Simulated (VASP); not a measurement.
# Geometry relaxation, with input and output: CaB2 (part 1 of 2)

- system: CaB2 (3 atoms in the cell)
- method: Kohn-Sham DFT of a periodic cell, r2SCAN with rVV10, VASP PAW PBE potentials, recommended, no spin polarisation (VASP 6.6.1)

The structure derives from a Materials Project entry. It belongs to a series of runs on one base structure; here: dispersion = rVV10.

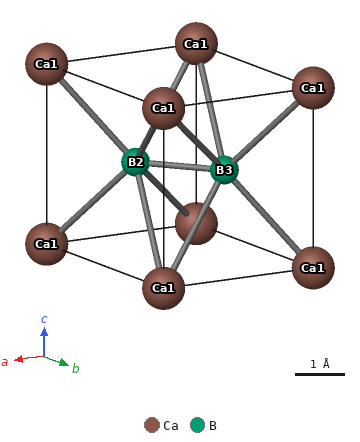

Figure 1. The starting structure (ball-and-stick view of the cell of the calculation, seen at an oblique angle; atoms are numbered from 1 in the order of the input).

**INCAR**
```
SYSTEM = CaB2
ALGO = Normal
BPARAM = 11.95
CPARAM = 0.0093
EDIFF = 1E-6
EDIFFG = -0.01
ENCUT = 600
IBRION = 2
ISIF = 3
ISMEAR = -1
IVDW_NL = 2
LASPH = .True.
LCHARG = .False.
LMIXTAU = .True.
LREAL = .False.
LUSE_VDW = .True.
LWAVE = .False.
METAGGA = R2SCAN
NELM = 60
NSW = 40
PREC = Accurate
SIGMA = 0.05
```

**KPOINTS**
```
k-points
0
Gamma
  9 9 7
  0 0 0
```

**POSCAR**
```
CaB2
1.0
    3.2264302843      0.0000000000      0.0000000000
   -1.6132151421      2.7941705897      0.0000000000
    0.0000000000      0.0000000000      4.0673920000
Ca B
1 2
Direct
    0.0000000000      0.0000000000      0.0000000000
    0.6666666667      0.3333333333      0.5000000000
    0.3333333333      0.6666666667      0.5000000000
```

Command:
```bash
cat potpaw_PBE.64/Ca_sv/POTCAR potpaw_PBE.64/B/POTCAR > POTCAR
mpirun -np 1 vasp_std > vasp.out
```

**OSZICAR**
```
N       E                     dE             d eps       ncg     rms          rms(c)
DAV:   1     0.985323493480E+02    0.98532E+02   -0.90574E+03  1152   0.149E+03
DAV:   2    -0.210247244128E+02   -0.11956E+03   -0.11391E+03  1244   0.329E+02
DAV:   3    -0.254540257221E+02   -0.44293E+01   -0.42138E+01  1552   0.583E+01
DAV:   4    -0.257333590089E+02   -0.27933E+00   -0.27863E+00  1864   0.130E+01
DAV:   5    -0.257378788304E+02   -0.45198E-02   -0.45190E-02  1540   0.166E+00    0.505E+00
DAV:   6    -0.221482363422E+02    0.35896E+01   -0.26038E+00  1588   0.177E+01    0.296E+00
DAV:   7    -0.218088961909E+02    0.33934E+00   -0.63663E-01  1632   0.952E+00    0.900E-01
DAV:   8    -0.222780115390E+02   -0.46912E+00   -0.77572E-01  1388   0.887E+00    0.733E-01
DAV:   9    -0.218957754648E+02    0.38224E+00   -0.18056E-01  1392   0.664E+00    0.429E-01
DAV:  10    -0.219927954836E+02   -0.97020E-01   -0.20007E-01  1280   0.592E+00    0.133E-01
DAV:  11    -0.220311424600E+02   -0.38347E-01   -0.17420E-02  1396   0.167E+00    0.991E-02
DAV:  12    -0.220299007507E+02    0.12417E-02   -0.62676E-03  1356   0.100E+00    0.858E-02
DAV:  13    -0.220313268514E+02   -0.14261E-02   -0.71788E-04  1840   0.304E-01    0.697E-02
DAV:  14    -0.220347839645E+02   -0.34571E-02   -0.20100E-03  1216   0.572E-01    0.485E-02
DAV:  15    -0.220351719680E+02   -0.38800E-03   -0.13489E-03  1424   0.440E-01    0.395E-02
DAV:  16    -0.220351289281E+02    0.43040E-04   -0.63310E-05  1500   0.988E-02    0.296E-02
DAV:  17    -0.220351323748E+02   -0.34468E-05   -0.71921E-06  1740   0.207E-02    0.259E-02
DAV:  18    -0.220350971277E+02    0.35247E-04   -0.32949E-05  1484   0.684E-02    0.910E-03
DAV:  19    -0.220351013761E+02   -0.42485E-05   -0.23953E-05  1552   0.602E-02    0.369E-03
DAV:  20    -0.220351002658E+02    0.11104E-05   -0.14549E-06  1064   0.166E-02    0.511E-03
DAV:  21    -0.220351018125E+02   -0.15467E-05   -0.10437E-06   928   0.139E-02    0.430E-03
DAV:  22    -0.220351019266E+02   -0.11418E-06   -0.30724E-07   692   0.784E-03
   1 F= -.22035102E+02 E0= -.22031717E+02  d E =-.220351E+02
       N       E                     dE             d eps       ncg     rms          rms(c)
DAV:   1    -0.220369771175E+02   -0.18753E-02   -0.65710E-02  1196   0.310E+00    0.241E-01
DAV:   2    -0.220356948504E+02    0.12823E-02   -0.40900E-03  1452   0.790E-01    0.133E-01
DAV:   3    -0.220353557871E+02    0.33906E-03   -0.20830E-03  1816   0.482E-01    0.364E-02
DAV:   4    -0.220354011640E+02   -0.45377E-04   -0.23071E-04  1376   0.197E-01    0.194E-02
DAV:   5    -0.220353091275E+02    0.92036E-04   -0.64384E-04  1348   0.266E-01    0.272E-02
DAV:   6    -0.220354136539E+02   -0.10453E-03   -0.10829E-04  1340   0.112E-01    0.923E-03
DAV:   7    -0.220354495875E+02   -0.35934E-04   -0.75396E-05  1352   0.934E-02    0.262E-03
DAV:   8    -0.220354508250E+02   -0.12375E-05   -0.38341E-06  1548   0.206E-02    0.168E-03
DAV:   9    -0.220354506551E+02    0.16995E-06   -0.28367E-07   720   0.791E-03
   2 F= -.22035451E+02 E0= -.22032054E+02  d E =-.348728E-03
       N       E                     dE             d eps       ncg     rms          rms(c)
DAV:   1    -0.220355066438E+02   -0.55819E-04   -0.17353E-03  1196   0.503E-01    0.397E-02
DAV:   2    -0.220354745911E+02    0.32053E-04   -0.10701E-04  1464   0.128E-01    0.220E-02
DAV:   3    -0.220354654542E+02    0.91368E-05   -0.56501E-05  1816   0.794E-02    0.608E-03
DAV:   4    -0.220354655237E+02   -0.69479E-07   -0.57607E-06  1388   0.313E-02
   3 F= -.22035466E+02 E0= -.22032072E+02  d E =-.363597E-03
       N       E                     dE             d eps       ncg     rms          rms(c)
DAV:   1    -0.220354619546E+02    0.34996E-05   -0.44748E-05  1268   0.753E-02    0.752E-03
DAV:   2    -0.220354639239E+02   -0.19693E-05   -0.16385E-05  1292   0.441E-02    0.260E-03
DAV:   3    -0.220354645437E+02   -0.61973E-06   -0.18245E-06  1124   0.158E-02
   4 F= -.22035465E+02 E0= -.22032071E+02  d E =-.362617E-03
       N       E                     dE             d eps       ncg     rms          rms(c)
DAV:   1    -0.220355769330E+02   -0.11301E-03   -0.74023E-03  1184   0.104E+00    0.810E-02
DAV:   2    -0.220354354857E+02    0.14145E-03   -0.45729E-04  1464   0.265E-01    0.449E-02
DAV:   3    -0.220353969847E+02    0.38501E-04   -0.24441E-04  1808   0.163E-01    0.129E-02
DAV:   4    -0.220353996715E+02   -0.26868E-05   -0.26162E-05  1368   0.664E-02    0.683E-03
DAV:   5    -0.220353756719E+02    0.24000E-04   -0.78135E-05  1324   0.943E-02    0.938E-03
DAV:   6    -0.220353944507E+02   -0.18779E-04   -0.13990E-05  1316   0.410E-02    0.316E-03
DAV:   7    -0.220353996498E+02   -0.51990E-05   -0.93760E-06  1320   0.338E-02    0.825E-04
DAV:   8    -0.220353994101E+02    0.23972E-06   -0.26333E-07   660   0.626E-03
   5 F= -.22035399E+02 E0= -.22032011E+02  d E =-.297483E-03
       N       E                     dE             d eps       ncg     rms          rms(c)
DAV:   1    -0.220356210680E+02   -0.22142E-03   -0.67613E-03  1180   0.994E-01    0.776E-02
DAV:   2    -0.220354857299E+02    0.13534E-03   -0.42283E-04  1456   0.254E-01    0.431E-02
DAV:   3    -0.220354501849E+02    0.35545E-04   -0.21768E-04  1808   0.156E-01    0.118E-02
DAV:   4    -0.220354559259E+02   -0.57410E-05   -0.23960E-05  1360   0.635E-02    0.621E-03
DAV:   5    -0.220354481447E+02    0.77812E-05   -0.68314E-05  1336   0.870E-02    0.878E-03
DAV:   6    -0.220354596586E+02   -0.11514E-04   -0.11817E-05  1316   0.371E-02    0.296E-03
DAV:   7    -0.220354633998E+02   -0.37412E-05   -0.79520E-06  1340   0.305E-02    0.826E-04
DAV:   8    -0.220354637284E+02   -0.32864E-06   -0.27519E-07   644   0.644E-03
   6 F= -.22035464E+02 E0= -.22032070E+02  d E =-.361802E-03
       N       E                     dE             d eps       ncg     rms          rms(c)
DAV:   1    -0.220355009473E+02   -0.37547E-04   -0.14989E-03  1252   0.450E-01    0.322E-02
DAV:   2    -0.220354808088E+02    0.20138E-04   -0.70453E-05  1368   0.101E-01    0.190E-02
DAV:   3    -0.220354746450E+02    0.61638E-05   -0.41101E-05  2016   0.689E-02    0.652E-03
DAV:   4    -0.220354747436E+02   -0.98623E-07   -0.25472E-06  1348   0.216E-02
   7 F= -.22035475E+02 E0= -.22032082E+02  d E =-.110152E-04
```

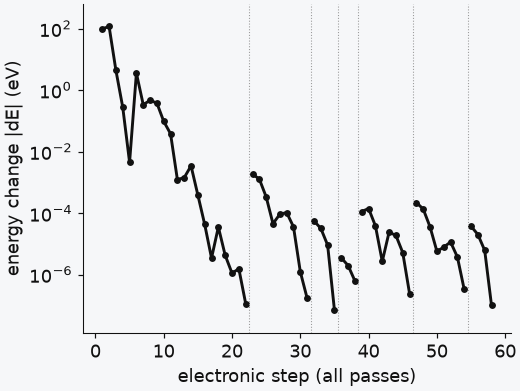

Figure 2. Convergence of the self-consistent field: energy change |dE| against the electronic step. Each stretch between dotted lines is the SCF of one geometry step of a relaxation. The 7 ionic steps take 3 to 22 electronic steps each. The density is held fixed in the first few steps, and dE rises again when its update begins.

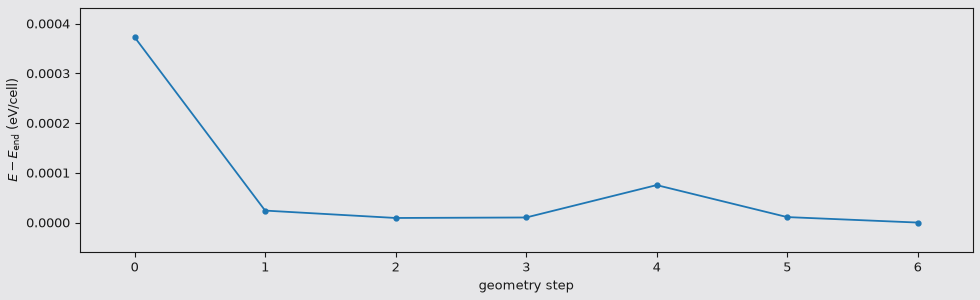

Figure 3. Progress of the relaxation, step by step (steps are counted from 0). The atoms keep their places relative to the cell (all moves are under 0.005 Å). Cell: a = b 3.226 → 3.220 Å (−0.2 %), c 4.067 → 4.072 Å (+0.1 %). Volume −0.3 %. The space group stays P6/mmm (No. 191). Over 6 geometry steps the energy falls by 0.4 meV per cell of the calculation. All forces vanish by symmetry, so only the cell relaxes. (Atoms are counted from 1 in the order of the input.)

**Parts of OUTCAR**
```
SYSTEM = CaB2
   BPARAM = 11.95
   EDIFF = 1E-6
   EDIFFG = -0.01
   ENCUT = 600
   IBRION = 2
   ISIF = 3
   ISMEAR = -1
   IVDW_NL = 2
   LASPH = .True.
   LREAL = .False.
   METAGGA = R2SCAN
   NELM = 60
   NSW = 40
   PREC = Accurate

 ion  position               nearest neighbor table
   1  0.000  0.000  0.000-
   2  0.667  0.333  0.500-   3 1.86   3 1.86   3 1.86
   3  0.333  0.667  0.500-   2 1.86   2 1.86   2 1.86

  LATTYP: Found a hexagonal cell.
 ALAT       =     3.2264302843
 C/A-ratio  =     1.2606477257

  Lattice vectors:

 A1 = (   3.2264302843,   0.0000000000,   0.0000000000)
 A2 = (  -1.6132151421,   2.7941705897,   0.0000000000)
 A3 = (   0.0000000000,   0.0000000000,   4.0673920000)

Analysis of symmetry for initial positions (statically):
=====================================================================
 Subroutine PRICEL returns:
 Original cell was already a primitive cell.

 Routine SETGRP: Setting up the symmetry group for a
 hexagonal supercell.

 Subroutine GETGRP returns: Found 24 space group operations
 (whereof 24 operations were pure point group operations)
 out of a pool of 24 trial point group operations.

The static configuration has the point symmetry D_6h.

Analysis of symmetry for dynamics (positions and initial velocities):
=====================================================================
 Subroutine PRICEL returns:
 Original cell was already a primitive cell.

 Routine SETGRP: Setting up the symmetry group for a
 hexagonal supercell.

 Subroutine GETGRP returns: Found 24 space group operations
 (whereof 24 operations were pure point group operations)
 out of a pool of 24 trial point group operations.

The dynamic configuration has the point symmetry D_6h.

 Subroutine INISYM returns: Found 24 space group operations
 (whereof 24 operations are pure point group operations),
 and found     1 'primitive' translations

----------------------------------------------------------------------------------------

                                     Primitive cell

  volume of cell :      36.6683

  direct lattice vectors                    reciprocal lattice vectors
     3.226430284  0.000000000  0.000000000     0.309940061  0.178943978  0.000000000
    -1.613215142  2.794170590  0.000000000     0.000000000  0.357887956  0.000000000
     0.000000000  0.000000000  4.067392000     0.000000000  0.000000000  0.245857788

  length of vectors
     3.226430284  3.226430284  4.067392000     0.357887956  0.357887956  0.245857788

  position of ions in fractional coordinates (direct lattice)
     0.000000000  0.000000000  0.000000000
     0.666666667  0.333333333  0.500000000
     0.333333333  0.666666667  0.500000000

  ion indices of the primitive-cell ions
   primitive index   ion index
                 1           1
                 2           2
                 3           3

----------------------------------------------------------------------------------------

 KPOINTS: k-points

Automatic generation of k-mesh.
 Grid dimensions read from file:
 generate k-points for:    9    9    7

 Generating k-lattice:

  Cartesian coordinates                     Fractional coordinates (reciprocal lattice)
     0.034437785  0.019882664  0.000000000     0.111111111 -0.000000000  0.000000000
     0.000000000  0.039765328  0.000000000     0.000000000  0.111111111  0.000000000
     0.000000000  0.000000000  0.035122541     0.000000000  0.000000000  0.142857143

  Length of vectors
     0.039765328  0.039765328  0.035122541

  Shift w.r.t. Gamma in fractional coordinates (k-lattice)
     0.000000000  0.000000000  0.000000000

 Subroutine IBZKPT returns following result:
 ===========================================

 Found     48 irreducible k-points:

 Following reciprocal coordinates:
            Coordinates               Weight
  0.000000  0.000000  0.000000      1.000000
  0.111111 -0.000000  0.000000      6.000000
  0.222222 -0.000000  0.000000      6.000000
  0.333333 -0.000000  0.000000      6.000000
  0.444444 -0.000000  0.000000      6.000000
  0.111111  0.111111  0.000000      6.000000
  0.222222  0.111111  0.000000     12.000000
  0.333333  0.111111  0.000000     12.000000
  0.444444  0.111111  0.000000      6.000000
  0.222222  0.222222  0.000000      6.000000
  0.333333  0.222222  0.000000     12.000000
  0.333333  0.333333  0.000000      2.000000
  0.000000  0.000000  0.142857      2.000000
  0.111111 -0.000000  0.142857     12.000000
  0.222222 -0.000000  0.142857     12.000000
  0.333333 -0.000000  0.142857     12.000000
  0.444444 -0.000000  0.142857     12.000000
  0.111111  0.111111  0.142857     12.000000
  0.222222  0.111111  0.142857     24.000000
  0.333333  0.111111  0.142857     24.000000
  0.444444  0.111111  0.142857     12.000000
  0.222222  0.222222  0.142857     12.000000
  0.333333  0.222222  0.142857     24.000000
  0.333333  0.333333  0.142857      4.000000
 [... further k-points ...]
   k-points           NKPTS =     48   k-points in BZ     NKDIM =     48   number of bands    NBANDS=     12
   number of dos      NEDOS =    301   number of ions     NIONS =      3
   total plane-waves  NPLWV =  25088
   dimension x,y,z NGX =    28 NGY =   28 NGZ =   32
   dimension x,y,z NGXF=    56 NGYF=   56 NGZF=   64
   ions per type =               1   2
   NGX,Y,Z   is equivalent  to a cutoff of  14.43, 14.43, 13.08 a.u.
   NGXF,Y,Z  is equivalent  to a cutoff of  28.85, 28.85, 26.16 a.u.
 SYSTEM =  CaB2
   PREC   = accura    normal or accurate (medium, high low for compatibility)
   ISTART =      0    job   : 0-new  1-cont  2-samecut
   ICHARG =      2    charge: 1-file 2-atom 10-const
   ISPIN  =      1    spin polarized calculation?
   LNONCOLLINEAR =      F non collinear calculations
   LSORBIT =      F    spin-orbit coupling
   LASPH  =      T    aspherical Exc in radial PAW
   ENCUT  =  600.0 eV  44.10 Ry    6.64 a.u.   6.44  6.44  8.12*2*pi/ulx,y,z
   NELM   =     60;   NELMIN=  2; NELMDL= -5     # of ELM steps
   EDIFF  = 0.1E-05   stopping-criterion for ELM
   LREAL  =      F    real-space projection
   EDIFFG = -.1E-01   stopping-criterion for IOM
   NSW    =     40    number of steps for IOM
   IBRION =      2    ionic relax: 0-MD 1-quasi-New 2-CG
   NFREE  =      1    steps in history (QN), initial steepest desc. (CG)
   ISIF   =      3    stress and relaxation
   ISYM   =      2    0-nonsym 1-usesym 2-fastsym
   POTIM  = 0.5000    time-step for ionic-motion
   TEBEG  =    0.0;   TEEND  =   0.0 temperature during run
   PSTRESS=    0.0 pullay stress
   NELECT =      16.0000    total number of electrons
   NUPDOWN=      -1.0000    fix difference up-down
   EMIN   =  10.00;   EMAX   =-10.00  energy-range for DOS
   EFERMI =   0.00;   METHOD = LEGACY
   ISMEAR =    -1;   SIGMA  =   0.05  broadening in eV -4-tet -1-fermi 0-gaus
   EFERMI_NEDOS =   21; number of points for ismear=-14 and -15
   IALGO  =     38    algorithm
   IMIX   =      4    mixing-type and parameters
     AMIX     =   0.40;   BMIX     =  1.00
     AMIX_MAG =   1.60;   BMIX_MAG =  1.00
  volume/ion in A,a.u.               =      12.22        82.48
  Fermi-wavevector in a.u.,A,eV,Ry     =   1.241703  2.346479 20.977823  1.541826
  Thomas-Fermi vector in A             =   2.376089
   LORBIT       =      0    0 simple, 1 ext, 2 COOP (PROOUT), +10 PAW based schemes
   METAGGA = R2SCAN    functional components
   LHFCALC =     F    Hartree Fock is set to
   AEXX    =    0.0000 exact exchange contribution
   IVDW_NL    =     2    kernel type
   BPARAM     =11.9500
   IVDW    =     0    specifies the selected vdW correction
   LEPSILON=     F    determine dielectric tensor
   LRPA    =     F    only Hartree local field effects (RPA)
 conjugate gradient relaxation of ions
 non-spin polarized calculation
  energy-cutoff  :      600.00
  volume of cell :       36.67
 maximum number of plane-waves:      1252
 NGX is ok and might be reduce to    28
   NGX = 13   NGY = 13   NGZ = 17

--------------------------------------- Ionic step        1  -------------------------------------------

 number of electron      16.0000001 magnetization

 Free energy of the ion-electron system (eV)
  ---------------------------------------------------
  ext. energy  EPLUGINS =         0.00000000
  ---------------------------------------------------
  free energy    TOTEN  =       -22.03510193 eV

  energy without entropy =      -22.02833228  energy(sigma->0) =      -22.03171711

------------------------ aborting loop because EDIFF is reached ----------------------------------------

  FORCE on cell =-STRESS in cart. coord.  units (eV):
  Direction    XX          YY          ZZ          XY          YZ          ZX
  --------------------------------------------------------------------------------------
  -------------------------------------------------------------------------------------
  Total       -0.1602896     -0.1602896      0.0372093     -0.0000000      0.0000000     -0.0000000
  in kB       -7.0036528     -7.0036528      1.6258141     -0.0000000      0.0000000     -0.0000000
  external PRESSURE =      -4.1271638 kB  Pullay stress =       0.0000000 kB

 VOLUME and BASIS-vectors are now :
 -----------------------------------------------------------------------------
  energy-cutoff  :      600.00
  volume of cell :       36.67
      direct lattice vectors                 reciprocal lattice vectors
     3.226430284  0.000000000  0.000000000     0.309940061  0.178943978  0.000000000
    -1.613215142  2.794170590  0.000000000     0.000000000  0.357887956  0.000000000
     0.000000000  0.000000000  4.067392000     0.000000000  0.000000000  0.245857788

 POSITION                                       TOTAL-FORCE (eV/Angst)
 -----------------------------------------------------------------------------------
      0.00000      0.00000      0.00000         0.000000      0.000000      0.000000
      1.61322      0.93139      2.03370         0.000000      0.000000      0.000000
     -0.00000      1.86278      2.03370        -0.000000      0.000000      0.000000
 -----------------------------------------------------------------------------------
    total drift:                               -0.000000      0.000000      0.000000

  FREE ENERGIE OF THE ION-ELECTRON SYSTEM (eV)
  ---------------------------------------------------
  free  energy   TOTEN  =       -22.0351019266 eV

  energy  without entropy=      -22.0283322843  energy(sigma->0) =      -22.03171711

--------------------------------------- Ionic step        2  -------------------------------------------
```
